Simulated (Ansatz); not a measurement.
System: TiAl.

```
Ti Al
1.0
     2.83525    0.00000    0.00000
     0.00000    0.00000   -4.62899
    -1.41762    2.45540    0.00000
Ti Al
1 1
Direct
  0.01604 0.00000 0.00000
  0.30488 0.50000 0.66667
```

Space group Pm; a structure from a database of computed crystals, not necessarily the ambient phase; changed on purpose from its base cell (mode 4 frozen in at -0.080 Å, equal normal strain along x, y and z +0.0083); computed pressure about −3 GPa in this cell; computed without spin polarisation.

These are results of DFT LDA, scalar-relativistic, plane waves, PAW in Ansatz, not measurements.

What can the converged valence pseudo-density and electron localisation function tell about the bonding?

Answer. Ti–Al (2.77 Å): ρ is about 0.22 e/Å³ halfway; the ELF is about 0.40 at the midpoint.

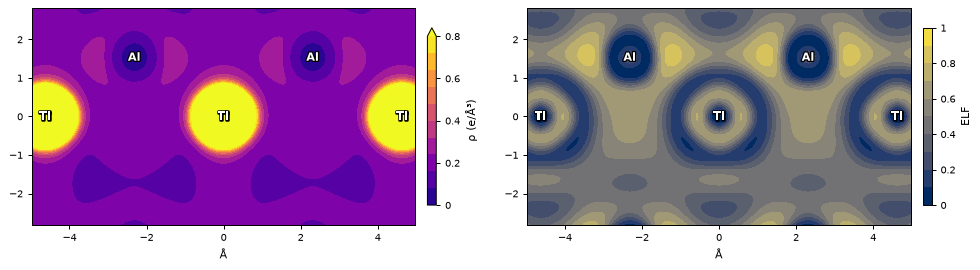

Computed valence pseudo-density and electron localisation function on the (101) plane of the conventional cell, in this order. 
